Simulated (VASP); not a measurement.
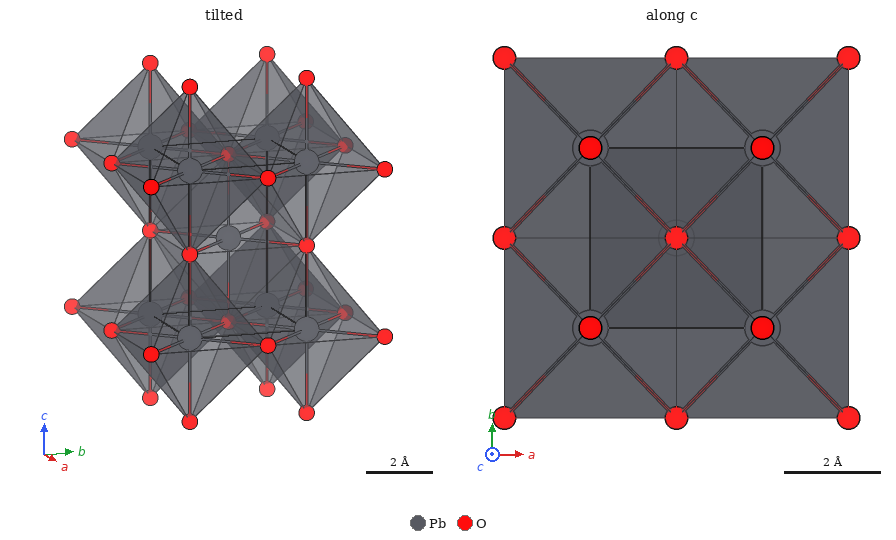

Polyhedral representation of a periodic structure, projected slightly off an axis and along the c axis. The conventional unit cell is outlined; an atom on or near a face, edge or corner is repeated at each equivalent position. A few atoms beyond the faces are included.

PbO, space group Immm (No. 71), a = 3.60 Å, b = 3.77 Å, c = 5.21 Å, α = 90.00°, β = 90.00°, γ = 90.00°.

Setup: DFT, PBE, plane waves, PAW in VASP; a 520 eV plane-wave basis, k-points about 0.26 Å⁻¹ apart, Fermi-Dirac smearing of 0.02 eV.

### Classify it as metallic or gapped, with the value.

A semiconductor at this level, with a gap of 0.21 eV, indirect; the smallest direct gap is 0.23 eV.

### What is the computed pressure?

The computed pressure is 2.6 GPa (compressed: it would expand).

The structure comes from a structure type filled with these elements by a generator (whether the compound takes this form wasn't checked). The cell was then strained or its atoms displaced on purpose. An electronic-structure calculation with VASP was run on it.
